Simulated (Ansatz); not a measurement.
```
CELL_PARAMETERS angstrom
2.16400 -2.16400 0.00000
2.16400 2.16400 0.00000
0.00000 0.00000 4.45784
ATOMIC_POSITIONS crystal
Ti 0.00000 0.00000 0.00000
Ti 0.50000 0.50000 0.50000
C 0.50000 0.50000 0.00000
C 0.00000 0.00000 0.50000
```

Space group I4/mmm; computed pressure about −6 GPa in this cell; computed without spin polarisation.

Method: Ansatz 0.2.0, DFT, PBE, plane-wave PAW, default files, scalar-relativistic, frozen cores.

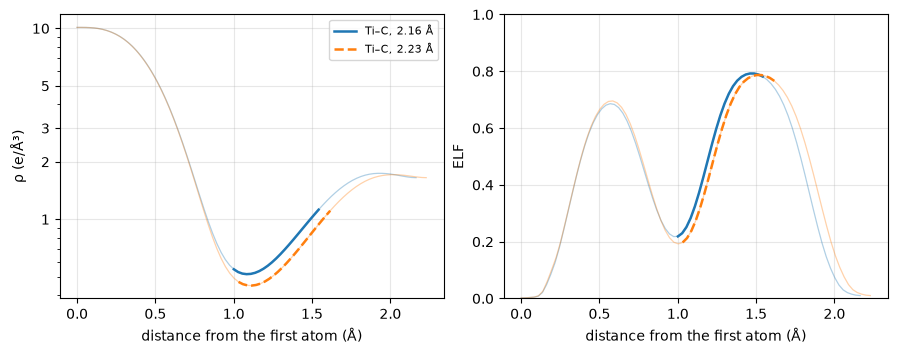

TiC. Valence pseudo-density and ELF along straight lines between neighbouring atoms. Thin, pale parts lie inside the atomic spheres.

In a PAW calculation such maps are meaningful between the atoms, not at the nuclei.

> What can be read from the curves?

Ti–C (2.16 Å): ρ at the midpoint is about 0.52 e/Å³; the ELF peaks at about 0.80 in the valence shell of C, 0.7 Å from its nucleus, and is about 0.30 at the midpoint.
Ti–C (2.23 Å): ρ at the midpoint is about 0.45 e/Å³; the ELF peaks at about 0.80 in the valence shell of C, 0.7 Å from its nucleus, and is about 0.25 at the midpoint.
